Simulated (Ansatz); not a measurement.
WS2

The calculation's input:

```
crystal:
  lattice:
    - [3.1542061832, 0.0, 0.0]
    - [-1.5771030916, 2.7316226834, 0.0]
    - [0.0, 0.0, 12.1399091344]
  atoms:
    - { symbol: W, position: [0.2967250563, 0.5934501126, 0.25] }
    - { symbol: W, position: [0.7032749437, 0.4065498874, 0.75] }
    - { symbol: S, position: [0.3695075665, 0.739015133, 0.6202874207] }
    - { symbol: S, position: [0.6304924335, 0.260984867, 0.1202874207] }
    - { symbol: S, position: [0.3695075665, 0.739015133, 0.8797125793] }
    - { symbol: S, position: [0.6304924335, 0.260984867, 0.3797125793] }
basis:
  ecutwfc: 420
kpoints:
  mp_grid: { grid: [12, 12, 4] }
hamiltonian:
  xc: pbe
  dispersion: d3bj
scf:
  occupations: { method: gaussian, width: 0.05 }
output:
  forces: true
  stress: true
  eigenvalues: true
  write_density: true
  write_potential: true
  elf: true
  volumetric_format: npy
```

Run with:

```sh
ansatz run input.yaml --threads 2 --pin off --max-ram 5120MiB --backend cpu --events-out ev --progress --plain --runs-dir out
```

Below, planes, directions and counts refer to the conventional cell (a = 3.15 Å, b = 5.46 Å, c = 12.14 Å, α = 90.00°, β = 90.00°, γ = 90.00°).

Space group Cmcm.

The calculation used Ansatz 0.2.0, DFT PBE+D3(BJ), scalar-relativistic, plane waves, PAW.

What will maps of the valence pseudo-density and electron localisation function show?

Answer. W–S (2.41 Å): ρ at the midpoint is about 0.63 e/Å³; the ELF peaks at about 0.85 in the valence shell of S, 0.8 Å from its nucleus, and is about 0.50 at the midpoint.

Does the calculation make it a metal, or give it a gap?

Answer. It is gapped, with a Kohn–Sham gap of 0.87 eV on the k-point mesh (the band edges may lie off the mesh, which would make the gap smaller).

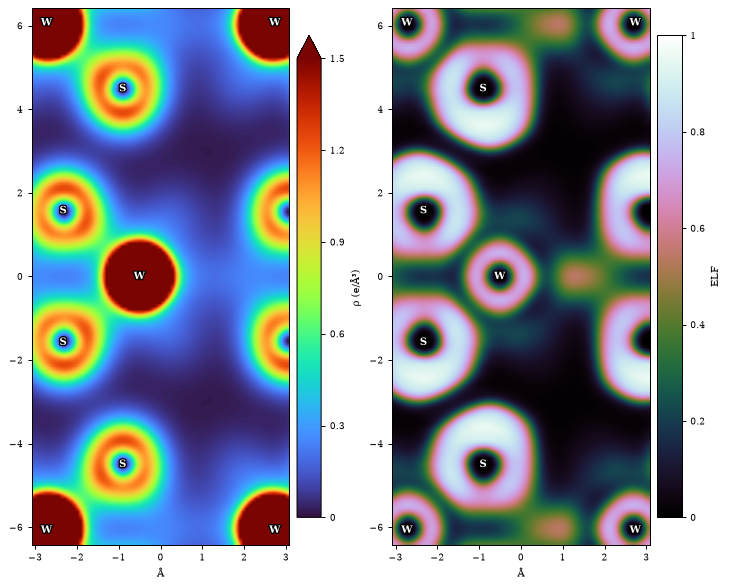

Computed valence pseudo-density and electron localisation function on the (100) plane of the conventional cell, in this order. 

The density is the valence pseudo-density of a PAW calculation; it isn't the true density close to the nuclei.
